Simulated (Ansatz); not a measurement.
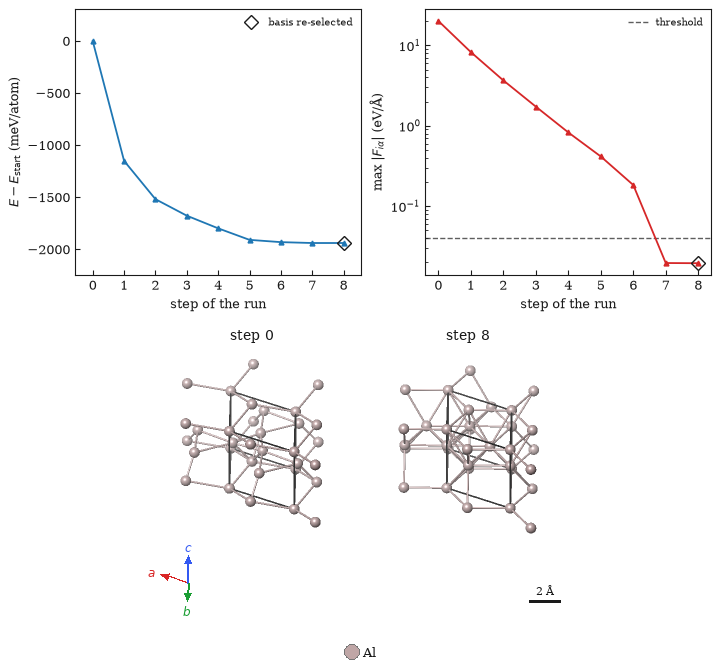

First and last geometry of a relaxation of solid Al (built on the random type) (coarse preliminary run), with the history of the run. A ball-and-stick model of the cell of the calculation, seen from a free direction.

Case: random cell with space group P3 (No. 143).

Computed with Ansatz 0.2.0, DFT PBE, scalar-relativistic, plane waves, PAW. Settings: plane-wave cutoff 420 eV; k-point mesh 6 × 6 × 4; occupations gaussian; smearing width 0.1 eV; no spin polarisation; cell and atoms relaxed; force threshold 0.04 eV/Å; at most 70 steps.

Did the run converge, and what did it change?

It converged. After 7 accepted moves (8 points after the start) the energy has fallen by 1938 meV per atom. Largest force component: 20 eV/Å at the start, 0.019 eV/Å at the end. Pressure: 33.77 GPa at the start and 0.17 GPa at the end. The SCF was repeated once at an unchanged geometry on a basis and grid sized afresh for the cell, which shifted the energy by 0.1 meV per atom at most. The largest moves relative to the cell, 0.75 Å, are those of Al atoms. The drawn cell changes as follows: a = b 4.971 → 4.874 Å (−2.0 %), c 4.432 → 4.533 Å (+2.3 %); the volume changes by −1.7 %. Some distances before and after: Al–Al 4.144 → 2.838 Å, Al–Al 1.952 → 2.797 Å, Al–Al 2.195 → 2.840 Å, Al–Al 3.384 → 2.797 Å. Among the angles between lasting bonds that change: Al–Al–Al 128.0° → 179.2°, Al–Al–Al 172.0° → 120.8°, Al–Al–Al 112.0° → 60.8°. The space group (tolerance 0.01 Å) goes from P3 (No. 143) to P-62m (No. 189). The run took of the order of 40 core-seconds on a shared host.
